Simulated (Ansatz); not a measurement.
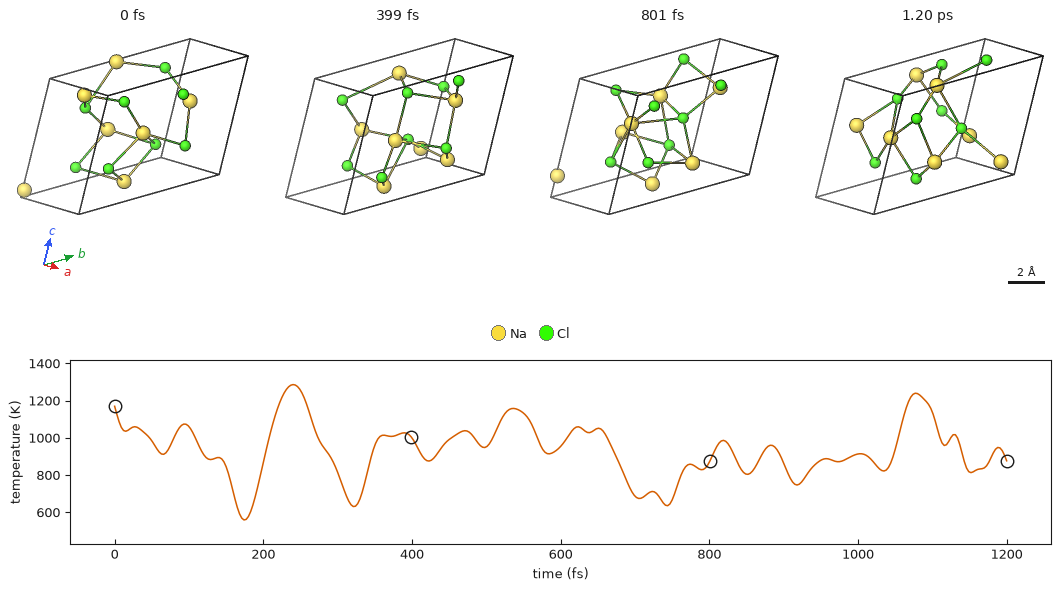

Molecular dynamics of NaCl with a Na vacancy (15 atoms in the cell), 1.20 ps long. It starts from the last geometry of an earlier run, with fresh velocities. Frames and the history of the run. A ball-and-stick model of the reduced simulation cell, seen slightly off an axis. Atoms that leave the cell re-enter on the other side. Bonds to atoms that aren't drawn are left out. Lengths and directions refer to the drawn axes.

Level of theory: Ansatz, DFT PBE, scalar-relativistic, plane waves, PAW. Run with plane-wave cutoff 420 eV; k-point mesh 2 × 2 × 2; Fermi-Dirac smearing 0.05 eV; low-accuracy preset; constant energy (NVE); velocities drawn for 1170 K; time step 3 fs.

What do the frames and curves show?

Answer. Root-mean-square distances from the starting positions over the second half, with the common drift of all atoms taken out: Cl 2.04 Å, Na 1.71 Å. That is a large part of the typical shortest distance between atoms in the first frame, about 2.7 Å and still growing: the atoms leave their places as in a liquid. The mean temperature in the second half is 900 K (standard deviation 129 K). The potential energy in the second half lies on average 32.6 meV per atom above the first frame. The total energy stays between −0.16 and 0.14 meV per atom of its start. A straight-line fit has a slope that amounts to −0.018 meV per atom over 1.20 ps (under 0.1 % of the mean kinetic energy), its mean offset in the second half is under 0.1 %, and the ripple about the line is 0.3 % of the kinetic energy's fluctuation. With a drift under 2 % and a ripple under 7 %, the integration is accurate.

Limits of the set-up: the cell has an odd number of electrons but was run without spin polarisation; the k-point mesh is coarse for a cell with partly filled bands; the program's low-accuracy preset was used; the periodic images lie only 8.3 Å apart, so the values are limited by the cell's size.

Cost: 27 min on 2 threads of Arm Neoverse V2 (shared host), peak memory 1 GiB.
